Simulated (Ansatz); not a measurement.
# LaVO4 (P2_1/c): band gap by G0W0 on r2SCAN

Aim: the quasiparticle gap of LaVO4 (P2_1/c), starting from r2SCAN.

Method: r2SCAN, then G0W0 on it, plane waves, PAW, in Ansatz 0.2.0.

**The experiments to reproduce.**

- Gap 3.5 ± 0.2 eV: earlier reported experimental gap; powder (literature value) (quoted in “Structural phase transition and its consequences on optical behavior of LaV1-xNbxO4”, 2021, arxiv:2102.02442).

- Gap 3.4 eV: indirect optical gap from Tauc plot; diffuse reflectance, Kubelka-Munk; 300 K; powder (solid-state reaction, sintered at 1250 C) (“Structural phase transition and its consequences on optical behavior of LaV1-xNbxO4”, 2021, arxiv:2102.02442).

## 1. Starting point

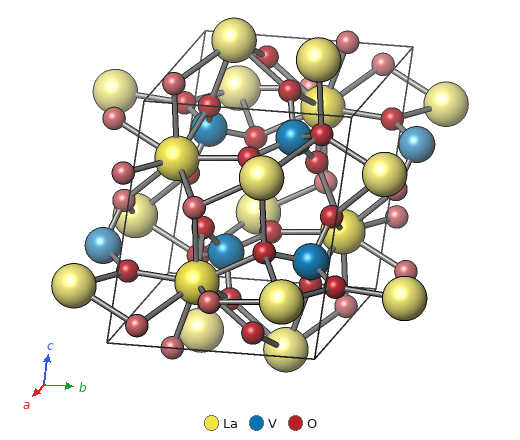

The cell as given, slightly off an axis (lanthanum yellow, vanadium blue, oxygen red). Some periodic images of atoms are drawn too.

The cell and positions come from the Crystallography Open Database and are kept as given unless a step says otherwise. Spin-orbit coupling is left out unless a step names it. The default PAW set here is soft_2. Its files were made with PBE.

## 2. Bands along the symmetry lines

Levels along a band path and on the mesh show where this functional puts the band edges.

This step: DFT, r2SCAN, plane waves, PAW.

The input, input.yaml:

```yaml
crystal:
  lattice:
    - [6.725, 0.0, 0.0]
    - [0.0, 7.2827, 0.0]
    - [-4.9123006198, 0.0, 6.8121466218]
  atoms:
    - { symbol: La, position: [0.827399, 0.157198, 0.723776] }
    - { symbol: La, position: [0.172601, 0.657198, 0.776224] }
    - { symbol: La, position: [0.172601, 0.842802, 0.276224] }
    - { symbol: La, position: [0.827399, 0.342802, 0.223776] }
    - { symbol: V, position: [0.31429, 0.16481, 0.69917] }
    - { symbol: V, position: [0.68571, 0.66481, 0.80083] }
    - { symbol: V, position: [0.68571, 0.83519, 0.30083] }
    - { symbol: V, position: [0.31429, 0.33519, 0.19917] }
    - { symbol: O, position: [0.8171, 0.4979, 0.7446] }
    - { symbol: O, position: [0.1829, 0.9979, 0.7554] }
    - { symbol: O, position: [0.1829, 0.5021, 0.2554] }
    - { symbol: O, position: [0.8171, 0.0021, 0.2446] }
    - { symbol: O, position: [0.6098, 0.2795, 0.3821] }
    - { symbol: O, position: [0.3902, 0.7795, 0.1179] }
    - { symbol: O, position: [0.3902, 0.7205, 0.6179] }
    - { symbol: O, position: [0.6098, 0.2205, 0.8821] }
    - { symbol: O, position: [0.6587, 0.895, 0.4829] }
    - { symbol: O, position: [0.3413, 0.395, 0.0171] }
    - { symbol: O, position: [0.3413, 0.105, 0.5171] }
    - { symbol: O, position: [0.6587, 0.605, 0.9829] }
    - { symbol: O, position: [0.8898, 0.8436, 0.8857] }
    - { symbol: O, position: [0.1102, 0.3436, 0.6143] }
    - { symbol: O, position: [0.1102, 0.1564, 0.1143] }
    - { symbol: O, position: [0.8898, 0.6564, 0.3857] }
kpoints:
  mp_grid: { grid: [4, 4, 4] }
  band_path:
    path:
      - [0.0, 0.0, 0.0]
      - [0.0, 0.5, 0.0]
      - [0.0, 0.5, 0.5]
      - [0.0, 0.0, 0.5]
      - [0.0, 0.0, 0.0]
      - [-0.5, 0.0, 0.5]
      - [-0.5, 0.5, 0.5]
      - [0.0, 0.5, 0.0]
      - [-0.5, 0.5, 0.0]
      - [-0.5, 0.0, 0.0]
      - [0.0, 0.0, 0.0]
    npoints: 10
hamiltonian:
  xc: r2scan
scf:
  occupations: { method: fermi_dirac, width: 0.02 }
  n_extra_bands: 12
output:
  eigenvalues: true
  forces: true
  stress: true
```

The run is started by

```bash
$ ansatz run input.yaml --threads 24 --pin off --max-ram 82944MiB --backend cuda --events-out ev --progress --plain --runs-dir out --devices 1 --max-vram 78GiB
```

Numbers of over 12 decimals in the logs are rounded to 6 here.

Output:

```text
scf.n_extra_bands = 12 over 96 filled bands (N_el = 192.0): the run solves 108 bands
GPUs: using 1 of 1 available (devices: 1).
Engine: ansatz 0.2.0, aarch64-unknown-linux-gnu
Pseudopotentials: kind: paw
Pseudopotential: La, paw, valence charge 11, recommended cutoff 500 eV (meta_gga), La.paw.azcp
Pseudopotential: V, paw, valence charge 13, recommended cutoff 500 eV (meta_gga), V.paw.azcp
Pseudopotential: O, paw, valence charge 6, recommended cutoff 500 eV (meta_gga), O.paw.azcp
Functional definition: r2SCAN
  parameter k0 = 0.174
  parameter k1 = 0.065
  parameter a1 = 4.9479
  exchange = r2scan_x(k0 = k0, k1 = k1, a1 = a1)
  correlation = r2scan_c
[...]
Crystal: 24 atoms, lattice volume = 333.633 Å³
Basis set: ecut = 500 eV, 8465 PW (Γ), exchange–correlation on 200×216×256 points (64 copies of the dense FFT grid, shifted against one another)
Bands: 108, of which v1, the nominal top of the filled ones, is band 96 counted from 1 (95 counted from 0)
Symmetry: 4 space group operations
Space group: P21/c (ITA 14), of the structure as read, at distance tolerance 6.9e-5 Å
k-points: 30 of 64
Non-local potential: La, projectors of the file, l = 0: 3, l = 1: 2, l = 2: 2, l = 3: 3
Non-local potential: V, projectors of the file, l = 0: 3, l = 1: 2, l = 2: 3, l = 3: 1
Non-local potential: O, projectors of the file, l = 0: 2, l = 1: 2, l = 2: 1
PAW form: soft (Blöchl's): semilocal exchange-correlation on the pseudo side does not see the compensation charge
PAW frozen core: La, regenerated for the run's functional (the file was generated under x = pbe(κ = 0.804, μ = 0.219515), c = pbe(β = 0.066725))
PAW frozen core: V, regenerated for the run's functional (the file was generated under x = pbe(κ = 0.804, μ = 0.219515), c = pbe(β = 0.066725))
PAW frozen core: O, regenerated for the run's functional (the file was generated under x = pbe(κ = 0.804, μ = 0.219515), c = pbe(β = 0.066725))
PAW one-centre angular grid: La, 974 points (default); XC on 160 Gauss nodes
PAW one-centre angular grid: V, 590 points (default); XC on 160 Gauss nodes
PAW one-centre angular grid: O, 302 points (default); XC on 160 Gauss nodes
Initial density: superposition of atomic densities (neutral atoms: chi_scale 0, normalization atom), corrected by the library's trained network
Initial wavefunctions: pseudopotential atomic-orbital guess
[...]
Functional: x = r2scan, c = r2scan; τ floored in thin density (d = 2e-4 eV/Å³)
SCF iter   1: F=—  HF=-45861.129103 eV  |F-HF|=—  |Δ(HF+E_count)|=         —  Δρ=2.31e-2  dr2=2.14e0  dr2_τ=1.44e0  ethr=1.77e-3  ⟨swp⟩=8.3  Hψ=12953  notcnv=0
preconditioner: auto → Resta (q_TF=auto, 2.488 Å⁻¹)  ε∞=5.5  [insulator: Δε(μ)=4.340 eV  Ē_g=11.815 eV  σ=0.020 eV  W_gap=1.00  n_scr=82 (ndim 8)  ℏωp=25.1 eV  f_vac=0.045  D(μ)=0.00/eV (n_scr^D=0)  ε∞_Penn≈5.5]
SCF iter   2: F=—  HF=-45861.545734 eV  |F-HF|=—  |Δ(HF+E_count)|=   4.17e-1  Δρ=2.18e-2  dr2=1.66e0  dr2_τ=1.75e-1  ethr=1.12e-3  ⟨swp⟩=3.0  Hψ=7081  notcnv=0  defer=120
SCF iter   3: F=—  HF=-45861.346734 eV  |F-HF|=—  |Δ(HF+E_count)|=   1.99e-1  Δρ=4.48e-3  dr2=6.21e-2  dr2_τ=2.99e-3  ethr=8.62e-4  ⟨swp⟩=3.0  Hψ=5033  notcnv=0  defer=120
SCF iter   4: F=—  HF=-45861.336967 eV  |F-HF|=—  |Δ(HF+E_count)|=   9.77e-3  Δρ=1.98e-3  dr2=1.43e-2  dr2_τ=8.96e-4  ethr=3.23e-5  ⟨swp⟩=3.4  Hψ=6018  notcnv=0  defer=120
SCF iter   5: F=—  HF=-45861.336655 eV  |F-HF|=—  |Δ(HF+E_count)|=   3.12e-4  Δρ=5.95e-4  dr2=1.14e-3  dr2_τ=1.35e-4  ethr=7.44e-6  ⟨swp⟩=2.0  Hψ=4799  notcnv=0  defer=120
SCF iter   6: F=—  HF=-45861.333593 eV  |F-HF|=—  |Δ(HF+E_count)|=   3.06e-3  Δρ=2.92e-4  dr2=3.68e-4  dr2_τ=1.50e-5  ethr=5.96e-7  ⟨swp⟩=2.0  Hψ=4636  notcnv=0  defer=120
[...]
SCF iter   9: F=—  HF=-45861.334650 eV  |F-HF|=—  |Δ(HF+E_count)|=   5.42e-8  Δρ=1.56e-5  dr2=9.50e-7  dr2_τ=9.56e-8  ethr=1.99e-9  ⟨swp⟩=2.0  Hψ=5278  notcnv=0  defer=120
SCF iter  10: F=—  HF=-45861.334650 eV  |F-HF|=—  |Δ(HF+E_count)|=   1.47e-8  Δρ=6.02e-6  dr2=1.71e-7  dr2_τ=7.39e-9  ethr=4.95e-10  ⟨swp⟩=2.0  Hψ=4454  notcnv=0  defer=120
[...]
SCF 1 converged in 11 iterations: F = -45861.334650 eV  dr2 = 6.16e-9
[...]
SCF converged after 11 iterations
[...]
atom  21  O     -0.09444143    -0.09099480    -0.03138318
  atom  22  O      0.09444143    -0.09099480     0.03138318
  atom  23  O      0.09444143     0.09099480     0.03138318
  atom  24  O     -0.09444143     0.09099480    -0.03138318
  max |Σ_I F_I| component: 5.55e-17 eV/Å
--- Stress (GPa, compression-positive) ---
       -0.520848       0.000000       0.139934
        0.000000      -0.123224       0.000000
        0.139939       0.000000      -0.382110
  P = ⅓ Tr σ = -0.3421 GPa (-3.421 kbar)
--- Band table (eV; the first three rows and the last of 30) ---
  k-point 0: bands = ["-59.0159", "-59.0158", "-59.0157", "-59.0157", "-31.9149", "-31.9147", "-31.9140", "-31.9135", "-31.8280", "-31.8271", "-31.8259", "-31.8258", "-31.7854", "-31.7849", "-31.7835", "-31.7831", "-23.7402", "-23.6973", "-23.6867", "-23.6857", "-10.7769", "-10.7554", "-10.7467", "-10.7303", "-10.5859", "-10.3765", "-10.3510", "-10.2858", "-10.2494", "-10.1911", "-10.1807", "-10.0756", "-10.0227", "- [...]
  k-point 1: bands = ["-59.0158", "-59.0158", "-59.0157", "-59.0157", "-31.9148", "-31.9145", "-31.9142", "-31.9136", "-31.8277", "-31.8269", "-31.8262", "-31.8260", "-31.7853", "-31.7850", "-31.7835", "-31.7832", "-23.7338", "-23.7034", "-23.6865", "-23.6858", "-10.8333", "-10.8132", "-10.7579", "-10.7366", "-10.4542", "-10.3963", "-10.3756", "-10.3136", "-10.2955", "-10.1978", "-10.1416", "-10.1333", "-10.0377", "- [...]
  k-point 2: bands = ["-59.0158", "-59.0158", "-59.0157", "-59.0157", "-31.9145", "-31.9145", "-31.9141", "-31.9141", "-31.8270", "-31.8270", "-31.8265", "-31.8265", "-31.7851", "-31.7851", "-31.7833", "-31.7833", "-23.7185", "-23.7185", "-23.6861", "-23.6861", "-10.8523", "-10.8523", "-10.7669", "-10.7669", "-10.4394", "-10.4394", "-10.3188", "-10.3188", "-10.2444", "-10.2444", "-10.1496", "-10.1496", "-10.0127", "- [...]
  k-point 29: bands = ["-59.0158", "-59.0158", "-59.0158", "-59.0158", "-31.9145", "-31.9145", "-31.9144", "-31.9144", "-31.8270", "-31.8270", "-31.8265", "-31.8265", "-31.7844", "-31.7844", "-31.7841", "-31.7841", "-23.7108", "-23.7108", "-23.6911", "-23.6911", "-10.9939", "-10.9939", "-10.8439", "-10.8439", "-10.5632", "-10.5632", "-10.2605", "-10.2605", "-10.1017", "-10.1017", "-10.0067", "-10.0067", "-9.9237", "- [...]
```

It took 8.2 s on 1 × NVIDIA GB200 (shared by 2 runs) with 24 threads of Arm Neoverse V2, shared host; peak memory 1.6 GiB.

This step gave:

* pressure: -0.3421 GPa
* filled bands: 96
* gap: 3.913 eV
* valence top at: Y_2
* conduction bottom at: k = (-0.500, 0.350, 0.000)
* least direct gap: 3.997 eV

Over mesh and path the gap is 3.913 eV, from k = (-0.500, 0.000, 0.000) to k = (-0.500, 0.350, 0.000). The least direct gap found is 3.997 eV, at k = (-0.500, 0.100, 0.000). On the 4×4×4 mesh alone the same run gives 3.920 eV, so that mesh misses an edge of r2SCAN: 3.920 − 3.913 = +0.007 eV.

The electronic bands at the labelled points (eV, zero at the top of the highest nominally filled band):

```csv
point,band 93,band 94,band 95,band 96,band 97,band 98,band 99,band 100
Γ,-0.33,-0.30,-0.28,-0.16,3.96,4.08,4.11,4.14
Z,-0.30,-0.30,-0.11,-0.11,4.04,4.04,4.08,4.08
D,-0.38,-0.38,-0.11,-0.11,4.03,4.03,4.05,4.05
B,-0.42,-0.42,-0.18,-0.18,3.96,3.96,4.13,4.13
Γ,-0.33,-0.30,-0.28,-0.16,3.96,4.08,4.11,4.14
A,-0.33,-0.33,-0.15,-0.15,4.06,4.06,4.19,4.19
E,-0.37,-0.37,-0.15,-0.15,4.08,4.08,4.14,4.14
Z,-0.30,-0.30,-0.11,-0.11,4.04,4.04,4.08,4.08
C2,-0.28,-0.28,-0.21,-0.21,3.93,3.93,4.11,4.11
Y2,-0.38,-0.35,-0.28,0.00,4.01,4.04,4.13,4.15
Γ,-0.33,-0.30,-0.28,-0.16,3.96,4.08,4.11,4.14
```

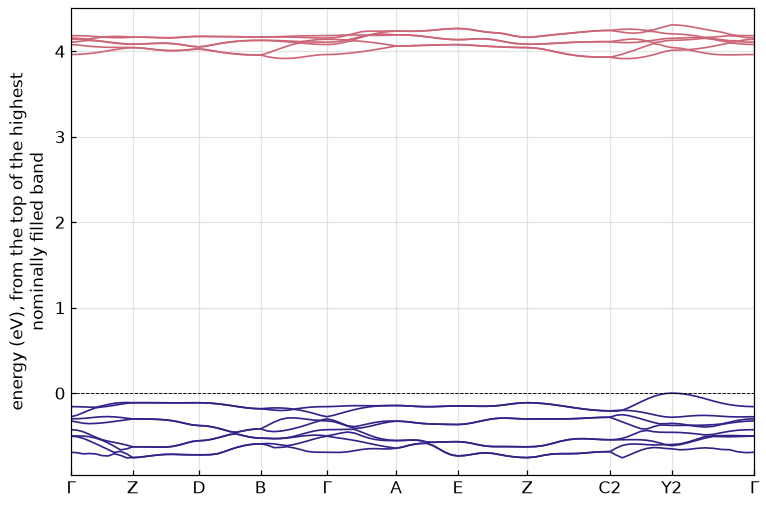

Electronic bands along the path; lines of filled and empty bands in two colours.

(Part 1 of 2 ends here.)

[Paths, hosts, dates, memory and timing lines, banners, echoed tables and standing remarks are left out of the program output.]

[Logs are printed without paths, hosts, clocks, repeated set-up lines and the standing remarks that a program may print on its own settings, such as how far it seeks lower states.]

[Runs of the session that timed out or met a known fault of the program may be left out.]

[Cells called generated may have been cut or substituted from an entry of the Crystallography Open Database or the Materials Project.]

[Hosts, paths, dates, database ids (printed as entryN), source tags and the programs' standing remarks are cut or masked in the printed files.]

[Where an RPA ε∞ is given, it is that of the G0W0 mesh and is not shown converged in it. Names of k-points follow the symmetry that the program found, which can be lower than the space group named. Band edges on a path are those of the sampled points; other points can move an edge, and change direct to indirect where valleys lie close.]

[Hybrid gaps are those of their k-mesh and are not shown converged in it.]
